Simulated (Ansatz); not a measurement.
**BP (F-43m): refractive index against wavelength**

The refractive index of BP (F-43m) below the direct gap (3.40 eV on the mesh) is read from one computed spectrum, n = √(Re ε).

Symmetry: F-43m, No. 216, cubic system. The conventional cell has a = 4.538 Å, b = 4.538 Å, c = 4.538 Å, α = 90.00°, β = 90.00°, γ = 90.00°. P on site c is surrounded by 4 B at 1.97 Å. B on site a has 4 P at 1.97 Å as nearest neighbours.

Method: Ansatz 0.2.0, PBE, independent particles, k-mesh 11×11×11 with interpolation inside its cells, Gaussian parameter 0.1 eV.

Launch of the response step: `ansatz run input.yaml --threads 2 --pin off --max-ram 5120MiB --backend cpu --events-out ev --progress --plain --runs-dir out`. The run took 7 s, on 2 threads of Arm Neoverse V1, on a shared host.

```
wavelength (nm)  photon energy E (eV)       n
           1550                 0.800  3.1074
           1310                 0.946  3.1183
           1064                 1.165  3.1383
            850                 1.459  3.1731
            700                 1.771  3.2217
            633                 1.959  3.2574
            532                 2.331       ?
```

In the single-oscillator model n² − 1 = E₀E_d/(E₀² − E²), so 1/(n² − 1) = E₀/E_d − E²/(E₀E_d) is linear in E².

Working, on the rows shown:

| x = E² (eV²) | y = 1/(n² − 1) |
| --- | --- |
| 0.639837 | 0.115528 |
| 0.895757 | 0.114629 |
| 1.35784 | 0.113008 |
| 2.12762 | 0.110271 |
| 3.13716 | 0.106617 |
| 3.83641 | 0.104051 |

Means: x̄ = 1.9991, ȳ = 0.11068. Σ(x − x̄)(y − ȳ) = -0.02929, Σ(x − x̄)² = 8.164. Slope = -0.02929 / 8.164 = -0.003588; intercept = ȳ − slope · x̄ = 0.11786. Turned back into n, the line misses the rows shown by at most 0.00062.

Problem. Predict the last column of the withheld row from the fit.

Solution. At x = 5.4314 the line gives y = 0.098367, that is 3.3416. The run gave 3.3474, so the extrapolation is off by 0.0058, 2 % of the range in the table.

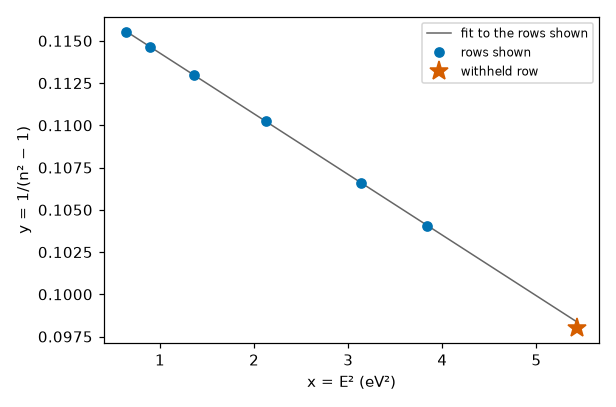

Refitted with all rows, the slope is -0.003649 and the intercept 0.11796. These give E₀ = √(intercept/−slope) = 5.69 eV and E_d = E₀/intercept = 48.2 eV; E₀ is 1.7 times the direct gap. The electronic limit at long wavelengths, without lattice vibrations, is n = √(1 + 1/intercept) = 3.079. Excitons are left out and so are local fields; PBE gaps are as a rule too small.

[Logs are printed without paths, hosts, clocks, repeated set-up lines and the standing remarks that a program may print on its own settings, such as how far it seeks lower states.]
